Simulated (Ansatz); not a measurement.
Mo3Se4

Input

```
crystal:
  lattice:
    - [4.7725, 2.7554041597, 3.7366666667]
    - [-4.7725, 2.7554041597, 3.7366666667]
    - [0.0, -5.5108083194, 3.7366666667]
  atoms:
    - { symbol: Mo, position: [0.223, 0.4129, 0.5461] }
    - { symbol: Mo, position: [0.5461, 0.223, 0.4129] }
    - { symbol: Mo, position: [0.4129, 0.5461, 0.223] }
    - { symbol: Mo, position: [0.777, 0.5871, 0.4539] }
    - { symbol: Mo, position: [0.4539, 0.777, 0.5871] }
    - { symbol: Mo, position: [0.5871, 0.4539, 0.777] }
    - { symbol: Se, position: [0.3792, 0.1274, 0.7447] }
    - { symbol: Se, position: [0.7447, 0.3792, 0.1274] }
    - { symbol: Se, position: [0.1274, 0.7447, 0.3792] }
    - { symbol: Se, position: [0.6208, 0.8726, 0.2553] }
    - { symbol: Se, position: [0.2553, 0.6208, 0.8726] }
    - { symbol: Se, position: [0.8726, 0.2553, 0.6208] }
    - { symbol: Se, position: [0.2137, 0.2137, 0.2137] }
    - { symbol: Se, position: [0.7863, 0.7863, 0.7863] }
basis:
  ecutwfc: 500
kpoints:
  mp_grid: { grid: [6, 6, 6] }
hamiltonian:
  xc: r2scan
scf:
  occupations: { method: gaussian, width: 0.1 }
output:
  forces: true
  stress: true
  eigenvalues: true
  write_density: true
  write_potential: true
  elf: true
  volumetric_format: npy
relax:
  adjacent_minimum: "off"
  f_tol: 0.01
  max_steps: 40
```

Run with:

```sh
ansatz run input.yaml --threads 4 --pin off --max-ram 10240MiB --backend cpu --events-out ev --progress --plain --runs-dir out
```

Below, planes, directions and counts refer to the conventional cell (a = 9.54 Å, b = 9.54 Å, c = 11.21 Å, α = 90.00°, β = 90.00°, γ = 120.00°).

The fields are those of the run's last geometry, not of the input's.

Space group R-3; computed pressure about 2 GPa in this cell; computed without spin polarisation.

Method: DFT r2SCAN, scalar-relativistic, plane waves, PAW (Ansatz).

Predict the valence pseudo-density and electron localisation function between the atoms.

Mo–Se (2.54 Å): ρ at the midpoint is about 0.47 e/Å³; the ELF is about 0.35 at the midpoint.
Mo–Se (2.61 Å): ρ is about 0.42 e/Å³ halfway; the ELF is about 0.40 at the midpoint.

Does the calculation give a band gap?

It is gapless in this calculation (a metal or semimetal); semilocal functionals without U, or without the true magnetic order, often close the gap of such compounds.

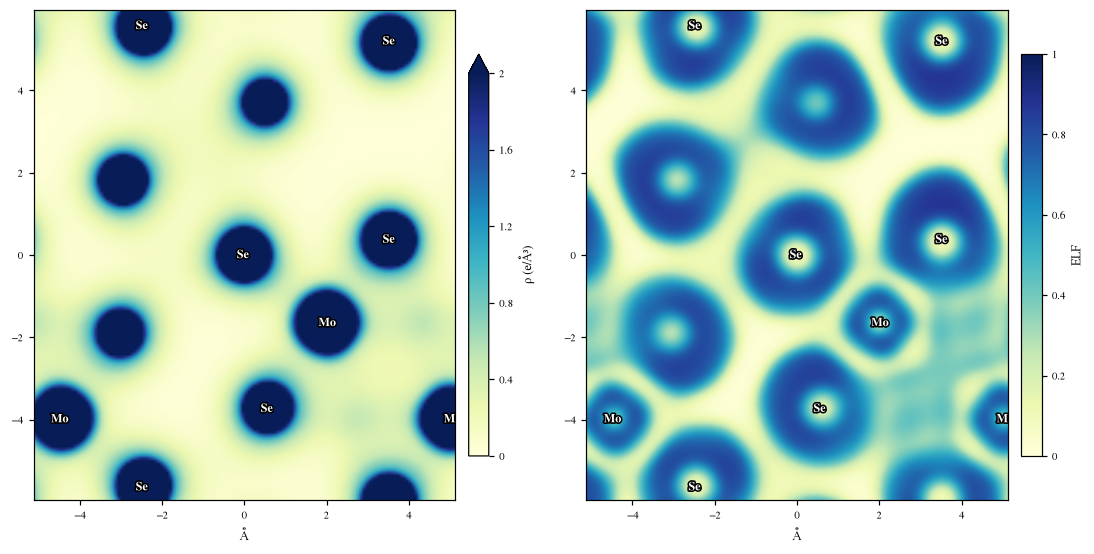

Computed valence pseudo-density and electron localisation function on the (100) plane of the conventional cell, in this order. Atoms just off the plane (Se, 0.3 Å away) can leave unmarked features too.
